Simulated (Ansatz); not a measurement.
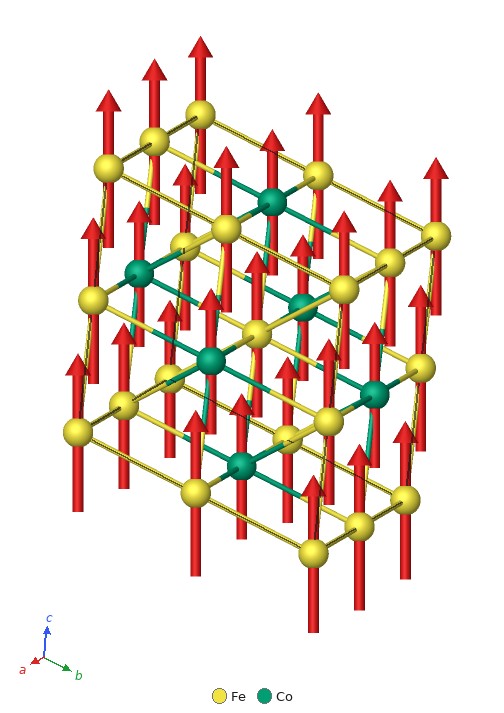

This ball-and-stick model is shown slightly off an axis. The simulation cell is drawn as a box. Arrows are the site magnetic moments above 0.25 μB; longer means larger, and red and blue are up and down (without spin-orbit coupling the axis itself is arbitrary).

This is the state reached for Fe5Co3. Setup: DFT PBE, scalar-relativistic, plane waves, PAW in Ansatz 0.2.0; a plane-wave cutoff of 420 eV, k-point mesh 10×10×10, Gaussian smearing of 0.1 eV, collinear spins.

**How are the moments ordered?**

Ferromagnetic (within this cell). Site moments: 5 Fe +2.2 to +2.5 μB and 3 Co +1.8 μB. The net spin moment of the whole cell is 17.5 μB.

The model was built from a structure listed in the Materials Project. The cell was then strained or its atoms displaced on purpose. Ansatz was used for an electronic-structure calculation on it.

At this level of theory the cell isn't at rest (compressed, at 40 GPa), so its distances can differ from those at equilibrium, the more so the softer the solid, and its magnetic state may change on relaxation.
